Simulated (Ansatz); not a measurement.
This input was run:

```
crystal:
  lattice:
    - [3.1384692125, 0.0, 0.0]
    - [0.0, 3.1384692125, 0.0]
    - [0.0, 0.0, 4.4227207183]
  atoms:
    - { symbol: Al, position: [0.0, 0.0, 0.0] }
    - { symbol: "N", position: [0.0, 0.5, 0.2390927583] }
    - { symbol: Ga, position: [0.5, 0.5, 0.5] }
    - { symbol: "N", position: [0.5, 0.0, 0.7609072417] }
kpoints:
  mp_grid: { grid: [6, 6, 4] }
  band_path:
    path:
      - [0.0, 0.0, 0.0]
      - [0.0, 0.5, 0.0]
      - [0.5, 0.5, 0.0]
      - [0.0, 0.0, 0.5]
      - [0.0, 0.5, 0.5]
      - [0.5, 0.5, 0.5]
    npoints: 1
hamiltonian:
  xc: pbe0
scf:
  occupations: { method: fixed }
  n_extra_bands: 5
output:
  forces: true
  stress: true
  eigenvalues: true
```

Run as:
```bash
ansatz run input.yaml --threads 2 --pin off --max-ram 2211MiB --backend cpu --events-out ev --progress --plain --runs-dir out
```

What will the density of states look like?

There is a gap; over the k points computed it is 4.87 eV (direct among those points). The upper group of valence states starts about 7.3 eV under the valence-band top (which lies at −2.4 eV on this axis), with a gap beneath it; it holds about 12 electrons a cell.

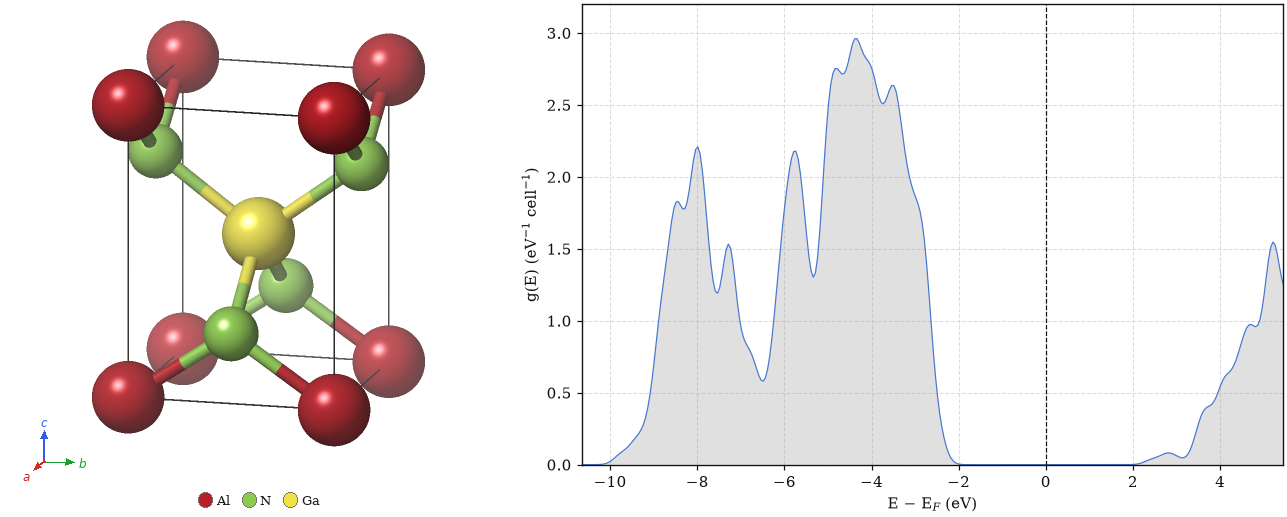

Density of states, beside the structure. Energies are counted from the Fermi level, put mid-gap where there is a gap. The curve is built from the levels of the k mesh with Gaussians 0.4 eV wide, which also blur the band edges.
